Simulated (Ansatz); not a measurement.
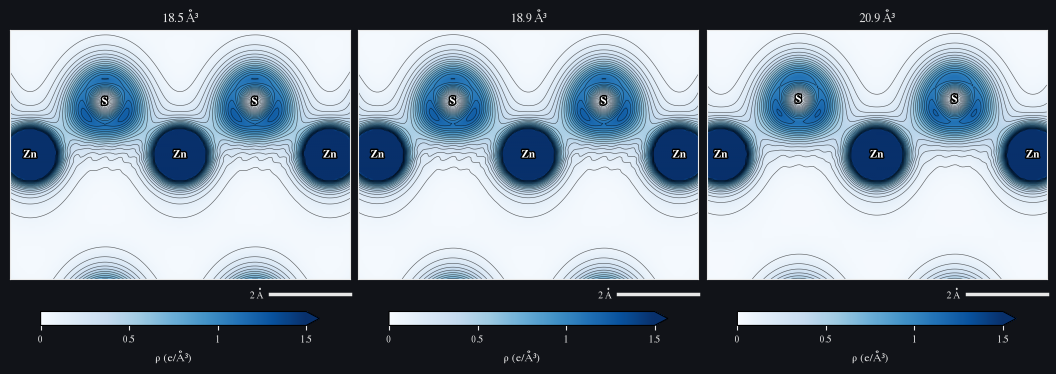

ZnS. The valence electron density of cells scaled evenly to different volumes (given per atom above each panel), on the (101̄) plane of each (indices in the axes of the cell below), at one length scale and on one colour scale.

All numbers below come from Ansatz 0.2.0, Kohn-Sham DFT of a periodic cell, r2SCAN with D4, Ansatz PAW.

The density is the valence pseudo-density of a PAW calculation; it isn't the true density close to the nuclei.

The largest cell:

```xyz
2
Lattice="0.0000 2.7550 2.7550 2.7550 0.0000 2.7550 2.7550 2.7550 0.0000" Properties=species:S:1:pos:R:3 pbc="T T T"
Zn    4.1325    4.1325    4.1325
S     0.0000    0.0000    0.0000
```

| volume (Å³/atom) | Zn–S contact in the plane (Å) | ρ at its midpoint (e/Å³) | pressure (GPa) | gap on the mesh (eV) | 
| --- | --- | --- | --- | --- |
| 18.54 | 2.292 | 0.560 | 3.8 | 2.95 | 
| 18.94 | 2.308 | 0.545 | 1.8 | 2.85 | 
| 19.73 | 2.340 | ? | ? | ? | 
| 20.91 | 2.386 | 0.476 | −5.3 | 2.40 | 

Question: What values belong in the row with question marks?

Answer: Over the known rows ln ρ falls by 1.73 per Å of Zn–S distance (a least-squares line), which gives 0.515 e/Å³ at 2.340 Å; the calculation gives 0.515 e/Å³. For the pressure, a straight line in volume between the neighbouring rows gives −1.0 GPa; the calculation gives −1.5, lower because pressure rises ever faster on compression. For the gap on the mesh, a straight line in volume between the neighbouring rows gives 2.67 eV; the calculation gives 2.66.
